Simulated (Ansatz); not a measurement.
## Two runs on SnO

System: SnO (P4/nmm, 4 atoms in the cell).
Method of the first run: Kohn-Sham DFT of a periodic cell, r2SCAN0 form with a typed share of exact exchange, Ansatz PAW, no spin polarisation (Ansatz 0.2.0).

The structure derives from a Materials Project entry. Text and figures count atoms from 1; the logs count them from 0 in places.

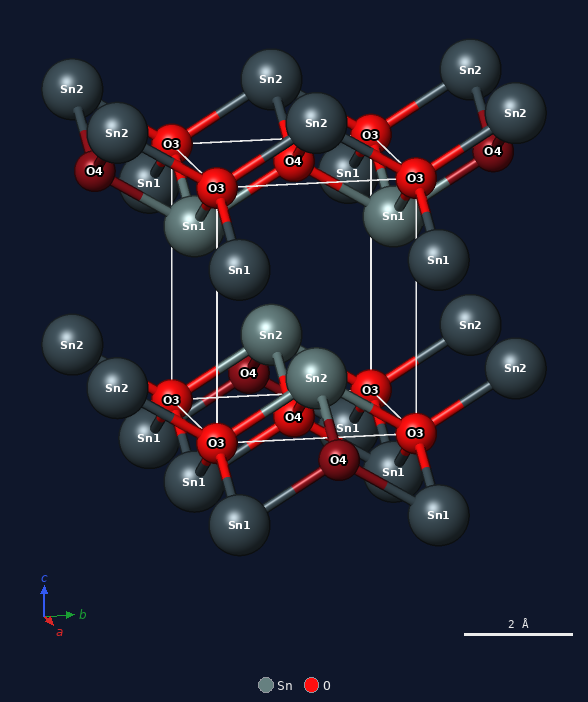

**Figure 1.** The input geometry (ball-and-stick view of the cell of the calculation, seen slightly off an axis; neighbours outside the cell are drawn fainter; atoms are numbered from 1 in the order of the input). An atom can appear more than once, as a periodic image.

### The input, the first run
```yaml
crystal:
  lattice:
    - [3.81369522, 0.0, 0.0]
    - [0.0, 3.81369522, 0.0]
    - [0.0, 0.0, 4.8869133]
  atoms:
    - { symbol: Sn, position: [0.5, 0.0, 0.76462614] }
    - { symbol: Sn, position: [0.0, 0.5, 0.23537386] }
    - { symbol: O, position: [0.0, 0.0, 0.0] }
    - { symbol: O, position: [0.5, 0.5, 0.0] }
hamiltonian:
  xc: { exchange: r2scan, correlation: r2scan, exx: { coeff: 0.1 } }
  pseudopotentials: { kind: paw }
kpoints:
  mp_grid: { grid: [4, 4, 3] }
scf:
  occupations: { method: fermi_dirac, width: 0.05 }
output:
  forces: true
  stress: true
  eigenvalues: true
```

Command:
```bash
ansatz run input.yaml --threads 2 --pin off --max-ram 5632MiB --backend cpu --events-out ev --progress --plain --runs-dir out
```

Hardware: 2 threads of AMD EPYC (Zen 5), 16 GiB of memory available, shared host.

### Output, shortened to warnings, some set-up lines, iterations and results (the first run)
```
Warning: output.stress: scf.convergence.dr2_threshold = 1e-7 eV (the SCF's general default) is looser than the 4e-10 eV advised for a printed stress (1e-10 eV for each atom of the cell: 4). What an SCF threshold leaves in a stress goes as its square root, and in the free energy as the threshold itself, and one threshold admits the most on a small cell: of the crystals measured, under no hybrid …
Warning: output.stress: scf.exx.energy_threshold = 1e-6 eV is looser than the 4e-8 eV advised for a stress under a hybrid functional (1e-8 eV for each atom of the cell: 4). Every SCF of the exchange loop can meet its threshold on dr2 while the loop round them stops early: no threshold on dr2 bounds what that leaves in the stress. Set scf.exx.energy_threshold to 4e-8 eV or tighter. The threshold …
Basis set: ecut = 500 eV, 1801 PW (Γ), exchange–correlation on 120×120×144 points (64 copies of the dense FFT grid, shifted against one another)
Symmetry: 16 space group operations
k-points: 12 of 48
Initial density: superposition of atomic densities (neutral atoms: chi_scale 0, normalization atom), corrected by the library's trained network
[...]
SCF iter   1: F=—  HF=-13214.603817 eV  |F-HF|=—  |Δ(HF+E_count)|=         —  Δρ=8.24e-3  dr2=4.26e-2  dr2_τ=1.13e-1  ethr=1.77e-3  ⟨swp⟩=7.4  Hψ=1312  notcnv=0
SCF iter   2: F=—  HF=-13214.685242 eV  |F-HF|=—  |Δ(HF+E_count)|=   8.14e-2  Δρ=5.45e-3  dr2=1.01e-2  dr2_τ=2.00e-3  ethr=1.06e-4  ⟨swp⟩=5.0  Hψ=817  notcnv=0  defer=8
SCF iter   3: F=—  HF=-13214.685720 eV  |F-HF|=—  |Δ(HF+E_count)|=   4.78e-4  Δρ=2.42e-3  dr2=4.16e-3  dr2_τ=3.10e-4  ethr=2.54e-5  ⟨swp⟩=4.4  Hψ=761  notcnv=0  defer=5
SCF iter   4: F=—  HF=-13214.685412 eV  |F-HF|=—  |Δ(HF+E_count)|=   3.07e-4  Δρ=7.16e-4  dr2=3.01e-4  dr2_τ=1.92e-5  ethr=6.93e-7  ⟨swp⟩=3.3  Hψ=1310  notcnv=0  defer=2
SCF iter   5: F=—  HF=-13214.685356 eV  |F-HF|=—  |Δ(HF+E_count)|=   5.66e-5  Δρ=9.79e-5  dr2=3.27e-6  dr2_τ=3.85e-7  ethr=6.93e-7  ⟨swp⟩=3.4  Hψ=623  notcnv=0  defer=2
[... 12 lines ...]
SCF iter   1: F=—  HF=-13214.134948 eV  |F-HF|=—  |Δ(HF+E_count)|=         —  Δρ=1.34e-5  dr2=1.05e-7  dr2_τ=4.33e-9  ethr=2.94e-8  ⟨swp⟩=5.6  Hψ=724  notcnv=0
SCF iter   2: F=—  HF=-13214.134948 eV  |F-HF|=—  |Δ(HF+E_count)|=   5.94e-8  Δρ=7.05e-6  dr2=2.57e-8  dr2_τ=4.29e-9  ethr=2.58e-10  ⟨swp⟩=4.6  Hψ=856  notcnv=0  defer=2
SCF iter   3: F=—  HF=-13214.134948 eV  |F-HF|=—  |Δ(HF+E_count)|=  7.28e-12  Δρ=2.28e-6  dr2=3.18e-9  dr2_τ=3.03e-10  ethr=6.37e-11  ⟨swp⟩=4.1  Hψ=678  notcnv=0  defer=6
SCF iter   4: F=-13214.134948 eV  HF=-13214.134948 eV  |F-HF|=1.89e-10  |Δ(HF+E_count)|=  1.47e-10  Δρ=1.16e-6  dr2=6.01e-10  dr2_τ=1.47e-11  ethr=7.85e-12  ⟨swp⟩=3.2  Hψ=592 …
SCF 3 converged in 4 iterations: F = -13214.134948 eV  dr2 = 6.01e-10
  Residual-converged pass: ⟨swp⟩=4.2  Hψ=863  notcnv=0  max |occ|·‖R‖ = 2.4e-7 eV (tolerance 2.7e-7 eV)  dr2=5.56e-10  dr2_τ=1.78e-11  dr2_onsite=1.13e-10  max |Δocc| = 9.1e-14
hybrid outer 2: dexx = +3.073e-8 eV, tail = 1.72e-9 eV, Δε = 5.78e-4 eV (about 2.05e-5 eV left of the loop's levels), ΔF = 2.55e-3 eV/Å (tail 3.36e-4)
hybrid SCF converged: 2 outer / 10 inner (+9 warm-up), last move |dexx| = 3.07e-8 eV, tail = 1.72e-9 eV
Stability not checked: this state was not tested for a lower state beside it, because the functional holds exact exchange (a hybrid, or Hartree-Fock), whose exchange loop this test does not read (fock_operator; see scf.lower_state_search)
Free energy (F): -13214.134948 eV
Frozen-core exchange: fock
Harris-Foulkes:  -13214.134948 eV  (|F-HF|=1.89e-10)
Internal energy: -13214.134894 eV  (E = F + TS)
E sigma→0 (E₀):  -13214.134921 eV
Entropy (-TS):   -0.000054 eV (-0.013 meV/atom)
Fermi energy:    9.850680 eV
--- Per-component energies (eV) ---
  E_band       = -254.066194
  E_kinetic    = 725.956716
  E_local      = -2720.366912  (includes V_loc(G=0)·N_el)
  E_nonlocal   = 28.603319
  E_hartree    = 1470.908077
  E_xc         = -812.983200
  E_vxc        = -379.722339  (∫ρ·V_xc dr)
  E_exx        = -51.249252  (= α·E_x^exact, valence–valence)
  E_paw        = -8671.069613  (= ΣΔE_a)
  E_vpaw       = -770.669848  (= ΣTr[D̂ρ^β])
  E_aug_tail   = 0.001991  (compensation charges beyond the density's cutoff)
  E_vtau       = 22.812436  (kinetic-family band-sum trace: ∫τ·v_τ [+ j·A + Jᵃ·Aᵃ] dr)
  E_ewald      = -3185.358485
  E_core_change = 1.422464  (= ΣΔE_core)
  E_smearing   = -0.000054  (= −TS)
  E_closure    = 0.000001  (closes the sum)
  Σ components = -13214.134948   (vs F -13214.134948, Δ=0.00e0)
--- Forces (eV/Å), atoms counted from 1 ---
  atom   1  Sn     0.00000000     0.00000000     0.30535177
  atom   2  Sn     0.00000000     0.00000000    -0.30535177
  atom   3  O      0.00000000     0.00000000     0.00000000
  atom   4  O      0.00000000     0.00000000     0.00000000
  max |Σ_I F_I| component: 0.00e0 eV/Å
--- Stress (GPa, compression-positive) ---
       -1.676424       0.000000       0.000000
        0.000000      -1.676424       0.000000
        0.000000       0.000000      -1.150145
  P = ⅓ Tr σ = -1.5010 GPa (-15.010 kbar)
```

For the second run the input was changed thus:
```diff
-  xc: { exchange: r2scan, correlation: r2scan, exx: { coeff: 0.1 } }
+  xc: { exchange: r2scan, correlation: r2scan, exx: { coeff: 0.25 } }
```

What does this change do to the results?

The total energies belong to different methods, so their difference says nothing on which is more stable or more accurate. The gap on the mesh goes from 0.67 to 1.29 eV. The pressure goes from −1.50 to −3.07 GPa. The largest force goes from 0.305 to 0.560 eV/Å. The SCF takes 22 iterations against 19.

### Output, shortened to warnings, some set-up lines, iterations and results (the second run)
```
Warning: output.stress: scf.convergence.dr2_threshold = 1e-7 eV (the SCF's general default) is looser than the 4e-10 eV advised for a printed stress (1e-10 eV for each atom of the cell: 4). What an SCF threshold leaves in a stress goes as its square root, and in the free energy as the threshold itself, and one threshold admits the most on a small cell: of the crystals measured, under no hybrid …
Warning: output.stress: scf.exx.energy_threshold = 1e-6 eV is looser than the 4e-8 eV advised for a stress under a hybrid functional (1e-8 eV for each atom of the cell: 4). Every SCF of the exchange loop can meet its threshold on dr2 while the loop round them stops early: no threshold on dr2 bounds what that leaves in the stress. Set scf.exx.energy_threshold to 4e-8 eV or tighter. The threshold …
Basis set: ecut = 500 eV, 1801 PW (Γ), exchange–correlation on 120×120×144 points (64 copies of the dense FFT grid, shifted against one another)
Symmetry: 16 space group operations
k-points: 12 of 48
Initial density: superposition of atomic densities (neutral atoms: chi_scale 0, normalization atom), corrected by the library's trained network
[...]
SCF iter   1: F=—  HF=-13214.604943 eV  |F-HF|=—  |Δ(HF+E_count)|=         —  Δρ=8.22e-3  dr2=4.22e-2  dr2_τ=1.13e-1  ethr=1.77e-3  ⟨swp⟩=7.4  Hψ=1312  notcnv=0
SCF iter   2: F=—  HF=-13214.686350 eV  |F-HF|=—  |Δ(HF+E_count)|=   8.14e-2  Δρ=5.40e-3  dr2=9.94e-3  dr2_τ=1.95e-3  ethr=1.05e-4  ⟨swp⟩=5.0  Hψ=816  notcnv=0  defer=8
SCF iter   3: F=—  HF=-13214.686874 eV  |F-HF|=—  |Δ(HF+E_count)|=   5.25e-4  Δρ=2.39e-3  dr2=4.07e-3  dr2_τ=3.07e-4  ethr=2.49e-5  ⟨swp⟩=4.3  Hψ=757  notcnv=0  defer=5
SCF iter   4: F=—  HF=-13214.686572 eV  |F-HF|=—  |Δ(HF+E_count)|=   3.02e-4  Δρ=7.04e-4  dr2=2.88e-4  dr2_τ=1.83e-5  ethr=6.54e-7  ⟨swp⟩=3.5  Hψ=1325  notcnv=0  defer=3
SCF iter   5: F=—  HF=-13214.686518 eV  |F-HF|=—  |Δ(HF+E_count)|=   5.40e-5  Δρ=9.69e-5  dr2=3.20e-6  dr2_τ=3.68e-7  ethr=6.54e-7  ⟨swp⟩=3.9  Hψ=635  notcnv=0  defer=3
[... 16 lines ...]
SCF iter   6: F=-13213.363135 eV  HF=-13213.363135 eV  |F-HF|=2.47e-10  |Δ(HF+E_count)|=   3.96e-9  Δρ=6.47e-7  dr2=2.12e-10  dr2_τ=3.83e-11  ethr=3.46e-11  ⟨swp⟩=4.2  Hψ=700 …
SCF 3 converged in 6 iterations: F = -13213.363135 eV  dr2 = 2.12e-10
SCF iter   1: F=—  HF=-13213.363134 eV  |F-HF|=—  |Δ(HF+E_count)|=         —  Δρ=1.93e-6  dr2=2.55e-9  dr2_τ=1.55e-10  ethr=7.60e-10  ⟨swp⟩=6.0  Hψ=764  notcnv=0
SCF iter   2: F=-13213.363134 eV  HF=-13213.363134 eV  |F-HF|=3.97e-10  |Δ(HF+E_count)|=   3.58e-9  Δρ=9.68e-7  dr2=6.33e-10  dr2_τ=1.42e-11  ethr=5.11e-12  ⟨swp⟩=4.5  Hψ=849 …
SCF 4 converged in 2 iterations: F = -13213.363134 eV  dr2 = 6.33e-10
  Residual-converged pass: ⟨swp⟩=3.2  Hψ=715  notcnv=0  max |occ|·‖R‖ = 2.7e-7 eV (tolerance 2.7e-7 eV)  dr2=6.32e-10  dr2_τ=1.44e-11  dr2_onsite=3.22e-11  max |Δocc| = 8.5e-16
hybrid outer 3: dexx = +3.935e-9 eV, tail = 1.46e-9 eV, Δε = 6.84e-5 eV (about 1.09e-5 eV left of the loop's levels), ΔF = 1.18e-4 eV/Å (tail 1.87e-4)
hybrid SCF converged: 3 outer / 13 inner (+9 warm-up), last move |dexx| = 3.94e-9 eV, tail = 1.46e-9 eV
Stability not checked: this state was not tested for a lower state beside it, because the functional holds exact exchange (a hybrid, or Hartree-Fock), whose exchange loop this test does not read (fock_operator; see scf.lower_state_search)
Free energy (F): -13213.363134 eV
Frozen-core exchange: fock
Harris-Foulkes:  -13213.363134 eV  (|F-HF|=3.97e-10)
Internal energy: -13213.363134 eV  (E = F + TS)
E sigma→0 (E₀):  -13213.363134 eV
Entropy (-TS):   -0.000000 eV (-0.000 meV/atom)
Fermi energy:    9.823415 eV
--- Per-component energies (eV) ---
  E_band       = -304.556301
  E_kinetic    = 726.305177
  E_local      = -2719.288469  (includes V_loc(G=0)·N_el)
  E_nonlocal   = 26.620846
  E_hartree    = 1472.115225
  E_xc         = -687.714251
  E_vxc        = -319.483783  (∫ρ·V_xc dr)
  E_exx        = -128.300391  (= α·E_x^exact, valence–valence)
  E_paw        = -8719.186519  (= ΣΔE_a)
  E_vpaw       = -723.825695  (= ΣTr[D̂ρ^β])
  E_aug_tail   = 0.001985  (compensation charges beyond the density's cutoff)
  E_vtau       = 17.484179  (kinetic-family band-sum trace: ∫τ·v_τ [+ j·A + Jᵃ·Aᵃ] dr)
  E_ewald      = -3185.358485
  E_core_change = 1.441748  (= ΣΔE_core)
  E_smearing   = -0.000000  (= −TS)
  E_closure    = 0.000000  (closes the sum)
  Σ components = -13213.363134   (vs F -13213.363134, Δ=1.82e-12)
--- Forces (eV/Å), atoms counted from 1 ---
  atom   1  Sn     0.00000000     0.00000000     0.55988032
  atom   2  Sn     0.00000000     0.00000000    -0.55988032
  atom   3  O      0.00000000     0.00000000    -0.00000000
  atom   4  O      0.00000000     0.00000000     0.00000000
  max |Σ_I F_I| component: 0.00e0 eV/Å
--- Stress (GPa, compression-positive) ---
       -3.440671       0.000000       0.000000
        0.000000      -3.440671       0.000000
        0.000000       0.000000      -2.314384
  P = ⅓ Tr σ = -3.0652 GPa (-30.652 kbar)
```

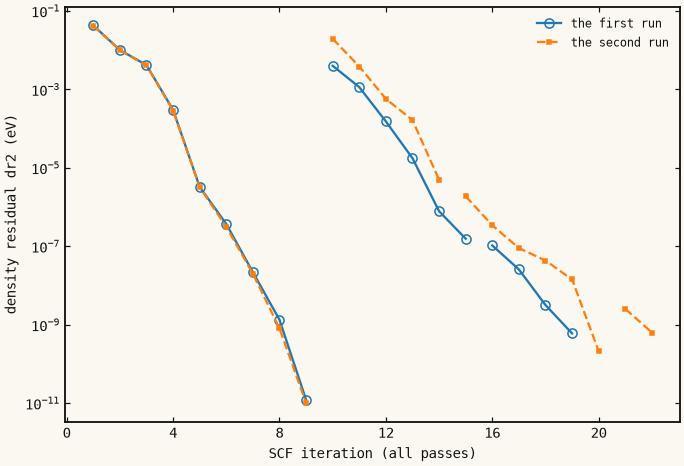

**Figure 2.** Convergence of the two runs: density residual dr2 against the SCF iteration. A break in a curve parts two SCF passes. The first run takes 19 iterations in all, and the second run takes 22.

### The two runs side by side

| quantity | the first run | the second run |
| --- | --- | --- |
| outcome | converged | converged |
| free energy per atom (eV) | −3303.5337 | −3303.3408 |
| gap on the mesh (eV) | 0.67 | 1.29 |
| pressure (GPa) | −1.50 | −3.07 |
| largest force (eV/Å) | 0.305 | 0.560 |
| SCF iterations | 19 | 22 |
| irreducible k-points | 12 | 12 |
| plane waves at Γ | 1801 | 1801 |
| wall time (shared host) | 9.9 s | 12 s |

For both runs: Warnings: the exchange loop's threshold is looser than advised for the stress; the SCF threshold is looser than advised for the printed stress.
